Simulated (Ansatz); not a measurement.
**MgS: 6 runs along one coordinate**

System: MgS (Fm-3m, 2 atoms in the cell).
Method: DFT PBE, scalar-relativistic, plane waves, PAW, no spin polarisation (Ansatz 0.2.0).

The 6 runs differ only in the geometry, by an even scaling of the cell at fixed fractional positions. The structure was made by a generator, so it may or may not be a known phase.

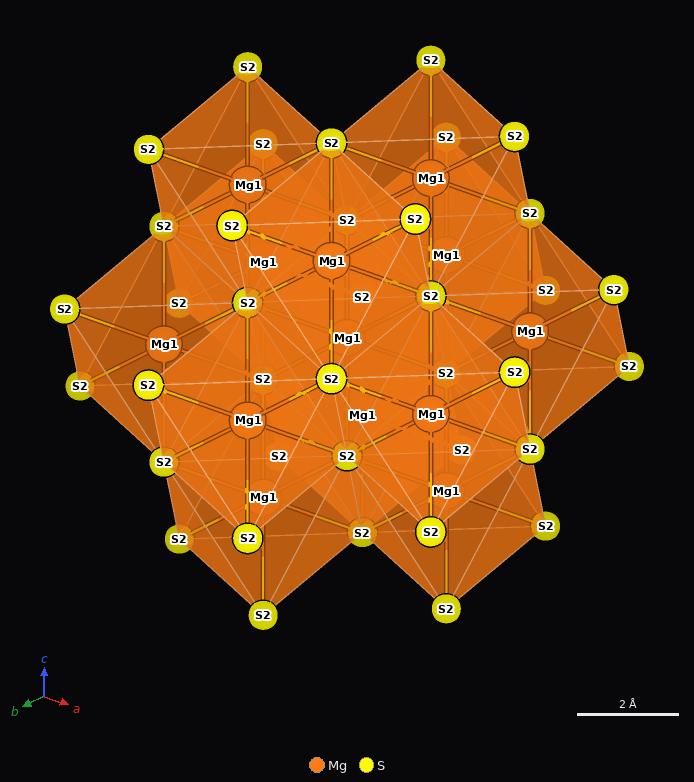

Figure 1. The structure of run 4 (polyhedral view of the cell 4 times as large as that of the calculation, set on its symmetry axes, seen at an oblique angle; polyhedra are completed across the faces of the cell; atoms are numbered from 1 in the order of the input).

## Input of run 4
```yaml
crystal:
  lattice:
    - [0.0, 2.5886471222, 2.5886471222]
    - [2.5886471222, 0.0, 2.5886471222]
    - [2.5886471222, 2.5886471222, 0.0]
  atoms:
    - { symbol: Mg, position: [0.5, 0.5, 0.5] }
    - { symbol: S, position: [0.0, 0.0, 0.0] }
basis:
  ecutwfc: 420
kpoints:
  mp_grid: { grid: [8, 8, 8] }
hamiltonian:
  xc: pbe
scf:
  occupations: { method: gaussian, width: 0.02 }
output:
  forces: true
  stress: true
  eigenvalues: true
```

Command:
```bash
ansatz run input.yaml --threads 1 --pin off --max-ram 2560MiB --backend cpu --events-out ev --progress --plain --runs-dir out
```

Lattice vectors (Å) and fractional positions of run 4:
```
   0.000000    2.588647    2.588647
   2.588647    0.000000    2.588647
   2.588647    2.588647    0.000000
Mg  0.500000  0.500000  0.500000
S   0.000000  0.000000  0.000000
```

Run 5 differs from it as follows:
```diff
-    - [0.0, 2.5886471222, 2.5886471222]
-    - [2.5886471222, 0.0, 2.5886471222]
-    - [2.5886471222, 2.5886471222, 0.0]
+    - [0.0, 2.6409571171, 2.6409571171]
+    - [2.6409571171, 0.0, 2.6409571171]
+    - [2.6409571171, 2.6409571171, 0.0]
```

## Results, with one run withheld

```tsv
run	volume per atom (Å³)	free energy per atom, from the lowest run given (meV)	pressure (GPa)	gap on the mesh (eV)
1	15.737	69.63	12.24	3.02
2	16.274	35.18	8.43	2.95
3	16.810	12.53	5.17	2.89
4	17.347	0.00	2.38	2.82
5	18.420	?	?	?
6	18.956	9.68	−3.84	2.63
```

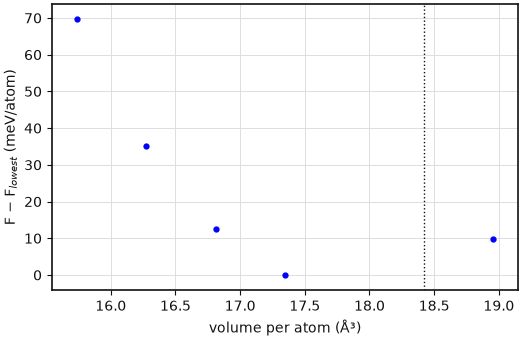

Figure 2. Free energy per atom of the runs given; the dotted line marks run 5.

Estimate the energy of run 5 from the others.

A cubic polynomial in V^(−2/3) (the Birch–Murnaghan form), fitted to the 5 runs given, misses them by at most 0.02 meV per atom. With x = V^(−2/3) − 0.15145 Å⁻², it reads F = 7.9069 + 4529.3 x + 4.3543e+05 x² + 41448 x³ (meV per atom). At run 5 it gives −0.30 meV per atom, and the run itself gives −0.29. The slope of the fit gives a pressure −dF/dV of −2.07 GPa there, and the run prints −2.07 GPa. The fit has its minimum at 17.880 Å³ per atom, where V d²F/dV² gives 74.1 GPa: the bulk modulus at this level, since symmetry fixes the shape and the positions. The gap on the mesh goes, without turning, from 3.02 eV in run 1 to 2.63 eV in run 6; run 5 has 2.69 eV. These are gaps of this functional on this mesh, which can miss the band edges; they aren't the measured gap.

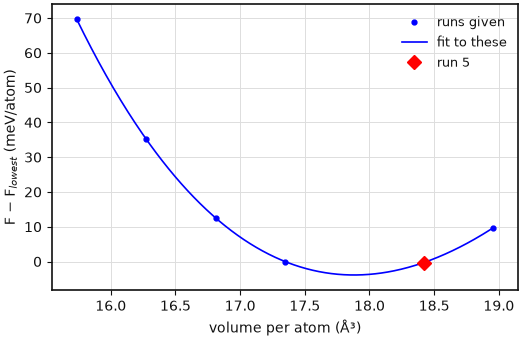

Figure 3. The fit and the withheld run.

## Output, shortened to warnings, some set-up lines, iterations and results (run 5)
```
Basis set: ecut = 420 eV, 725 PW (Γ), exchange–correlation on 50×50×50 points (8 copies of the dense FFT grid, shifted against one another)
Symmetry: 48 space group operations
k-points: 29 of 512
Initial density: superposition of atomic densities (neutral atoms: chi_scale 0, normalization atom), corrected by the library's trained network
[...]
SCF iter   1: F=—  HF=-2828.741701 eV  |F-HF|=—  |Δ(HF+E_count)|=         —  Δρ=3.66e-4  dr2=3.56e-5  ethr=1.77e-3  ⟨swp⟩=7.5  Hψ=2173  notcnv=0
SCF iter   2: F=—  HF=-2828.741593 eV  |F-HF|=—  |Δ(HF+E_count)|=   1.07e-4  Δρ=2.95e-4  dr2=4.54e-5  ethr=2.22e-7  ⟨swp⟩=3.0  Hψ=927  notcnv=0
SCF iter   3: F=—  HF=-2828.741598 eV  |F-HF|=—  |Δ(HF+E_count)|=   4.57e-6  Δρ=1.15e-4  dr2=2.49e-6  ethr=2.22e-7  ⟨swp⟩=2.0  Hψ=454  notcnv=0
SCF iter   4: F=—  HF=-2828.741610 eV  |F-HF|=—  |Δ(HF+E_count)|=   1.19e-5  Δρ=6.99e-5  dr2=2.38e-6  ethr=1.56e-8  ⟨swp⟩=2.0  Hψ=464  notcnv=0
SCF iter   5: F=—  HF=-2828.741609 eV  |F-HF|=—  |Δ(HF+E_count)|=   4.68e-7  Δρ=1.88e-5  dr2=1.96e-7  ethr=1.49e-8  ⟨swp⟩=2.0  Hψ=423  notcnv=0
SCF iter   6: F=-2828.741609 eV  HF=-2828.741609 eV  |F-HF|=3.71e-9  |Δ(HF+E_count)|=   6.58e-8  Δρ=2.91e-6  dr2=5.04e-9  ethr=6.25e-10  ⟨swp⟩=4.0  Hψ=1039  notcnv=0
SCF 1 converged in 6 iterations: F = -2828.741609 eV  dr2 = 5.04e-9
SCF converged after 6 iterations
Free energy (F): -2828.741609 eV
Harris-Foulkes:  -2828.741609 eV  (|F-HF|=3.71e-9)
Internal energy: -2828.741609 eV  (E = F + TS)
E sigma→0 (E₀):  -2828.741609 eV
Fermi energy:    7.227715 eV
--- Per-component energies (eV) ---
  E_band       = -339.764257
  E_kinetic    = 184.163002
  E_local      = -1688.261902  (includes V_loc(G=0)·N_el)
  E_nonlocal   = 123.353170
  E_hartree    = 600.651583
  E_xc         = -127.238131
  E_vxc        = -126.357830  (∫ρ·V_xc dr)
  E_paw        = -893.203986  (= ΣΔE_a)
  E_vpaw       = -33.963638  (= ΣTr[D̂ρ^β])
  E_aug_tail   = -0.000001  (compensation charges beyond the density's cutoff)
  E_ewald      = -1028.205345
  E_smearing   = -0.000000  (= −TS)
  E_closure    = -0.000000  (closes the sum)
  Σ components = -2828.741609   (vs F -2828.741609, Δ=0.00e0)
--- Forces (eV/Å), atoms counted from 1 ---
  atom   1  Mg     0.00000000    -0.00000000    -0.00000000
  atom   2  S     -0.00000000     0.00000000     0.00000000
  max |Σ_I F_I| component: 4.10e-29 eV/Å
--- Stress (GPa, compression-positive) ---
       -2.070219      -0.000000      -0.000000
        0.000000      -2.070219      -0.000000
       -0.000000      -0.000000      -2.070219
  P = ⅓ Tr σ = -2.0702 GPa (-20.702 kbar)
```
